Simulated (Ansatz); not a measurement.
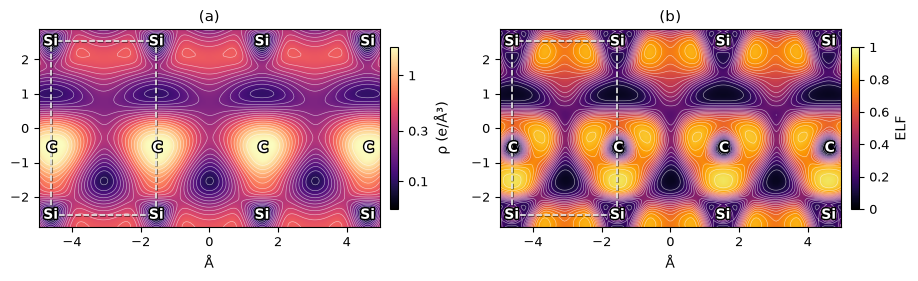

Figure. SiC. (a) valence electron density; (b) ELF on the (010) plane of the conventional cell.

Space group P1; changed on purpose from its base cell (atom 3 (C) moved +0.025 A along Cartesian [1 0 0]); not relaxed (largest force 0.9 eV/Å); computed pressure about 4 GPa in this cell.

Theory: Ansatz 0.2.0, DFT PBE, scalar-relativistic, plane waves, PAW.

```xyz
4
Lattice="3.0760 0.0000 0.0000 -1.5380 2.6639 0.0000 0.0000 0.0000 5.0480" Properties=species:S:1:pos:R:3 pbc="T T T"
Si    0.0000    1.7759    0.0000
Si    1.5380    0.8880    2.5240
C     0.0250    1.7759    1.9435
C     1.5380    0.8880    4.4675
```

### What do the fields say about this system?

The section cuts through Si and C sites. Atoms just off the plane (Si, 0.9 Å away and C, 0.9 Å away) can leave unmarked features too. Si–C (1.94 Å): ρ at the midpoint is about 0.81 e/Å³; the ELF peaks at about 0.95 between the atoms: a shared electron pair. Between the atoms the lowest density in this plane is 0.09 e/Å³.

### Metal or insulator at this level of theory?

It is gapped, with a Kohn–Sham gap of 2.3 eV on the k-point mesh, an upper bound to the gap of this method.
